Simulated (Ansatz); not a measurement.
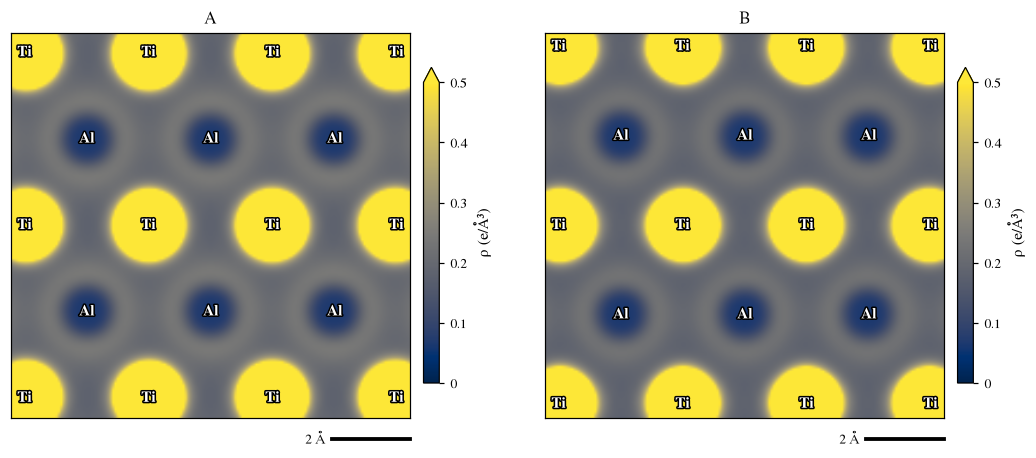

TiAl. The valence electron density of two cells that differ in size and shape, on the (110) plane of each (indices in the axes of the calculation cell), at one length scale and on one colour scale; one has 15.0 and the other 16.3 Å³ an atom.

Level of theory: DFT PBEsol, scalar-relativistic, plane waves, PAW (Ansatz).

The density is the valence pseudo-density of a PAW calculation; it isn't the true density close to the nuclei.

The larger cell:

```xyz
2
Lattice="3.0405 0.0000 0.0000 0.0000 3.3877 0.0000 0.0000 0.0000 3.1564" Properties=species:S:1:pos:R:3 pbc="T T T"
Ti    0.0000    0.0000    0.0000
Al    1.5203    1.6939    1.5782
```

The smaller cell: a = 2.809 Å, b = 3.388 Å, c = 3.156 Å, α = 90.00°, β = 90.00°, γ = 90.00°.

Q: Which panel shows the smaller cell, and what does the compression change?

A: Panel A is the smaller cell, by 8 % in volume. From the larger cell to the smaller, Ti–Al goes from 2.77 to 2.71 Å, and the density at its midpoint from 0.2 to 0.22 e/Å³; the pressure goes from −3.6 to 7 GPa.
